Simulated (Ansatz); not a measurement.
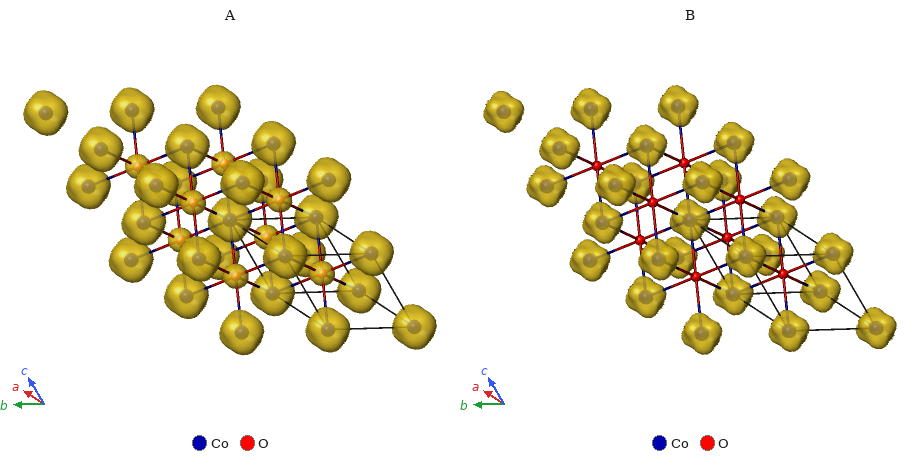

*CoO. Spin density of two self-consistent states of the same cell, at +0.3 (yellow) and −0.3 e/Å³ (cyan).*

Space group R-3m; a structure from a database of computed crystals, not necessarily the ambient phase; computed pressure about −9 GPa in this cell; spin-polarised.

These are results of Ansatz 0.2.0, Kohn-Sham DFT of a periodic cell, PBEsol, Ansatz PAW, not measurements.

```yaml
crystal:
  lattice:
    - [1.50547, 0.86918, 2.43993]
    - [-1.50547, 0.86918, 2.43993]
    - [0.00000, -1.73837, 2.43993]
  atoms:
    - { symbol: Co, position: [0.00000, 0.00000, 0.00000] }
    - { symbol: O, position: [0.50000, 0.50000, 0.50000] }
```

Which magnetic state is the more stable, and how do they differ?

Answer. State A: parallel main moments, as they must be, since the calculation's own cell holds one magnetic site; Co: +2.5 μB in one cell of 2 atoms, with smaller moments on O (up to +0.36 μB). State B: parallel main moments, as they must be, since the calculation's own cell holds one magnetic site; Co: +1.4 μB in one cell of 2 atoms. State A lies lower by 118 meV per atom.
